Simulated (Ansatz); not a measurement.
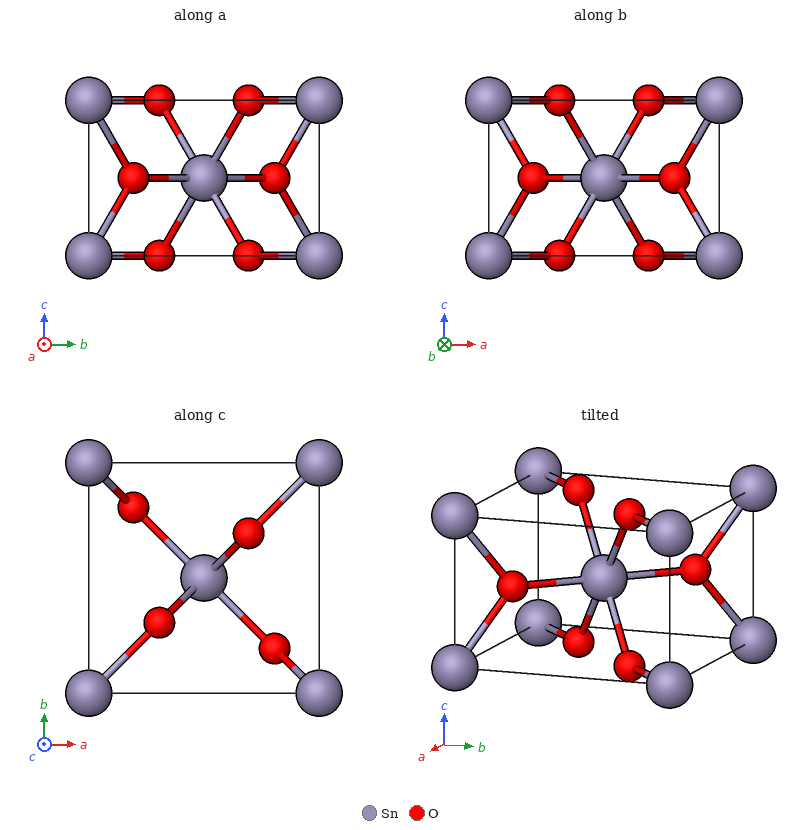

Shown here is a ball-and-stick view of the crystal, taken along the a axis, along the b axis, along the c axis and slightly off an axis. Lines trace the edges of the conventional unit cell.

Lattice parameters: a = 4.7870 Å, b = 4.7870 Å, c = 3.2269 Å, α = 90.000°, β = 90.000°, γ = 90.000°.

Convert the drawing into a CIF in P1 with every atom of the cell, with free fractional coordinates to two decimals.

```cif
data_structure
_symmetry_space_group_name_H-M 'P 1'
_symmetry_Int_Tables_number 1
_cell_length_a 4.7870
_cell_length_b 4.7870
_cell_length_c 3.2269
_cell_angle_alpha 90.000
_cell_angle_beta 90.000
_cell_angle_gamma 90.000
_cell_volume 73.95
loop_
_atom_site_label
_atom_site_type_symbol
_atom_site_fract_x
_atom_site_fract_y
_atom_site_fract_z
_atom_site_occupancy
Sn1 Sn 0.00 0.00 0.00 1
Sn2 Sn 0.50 0.50 0.50 1
O1 O 0.31 0.31 0.00 1
O2 O 0.81 0.19 0.50 1
O3 O 0.19 0.81 0.50 1
O4 O 0.69 0.69 0.00 1
```

Source of the structure: a structure type known for this compound. It was relaxed at fixed volume with Ansatz 0.2.0, DFT PBE, spin-orbit coupling, plane waves, PAW.
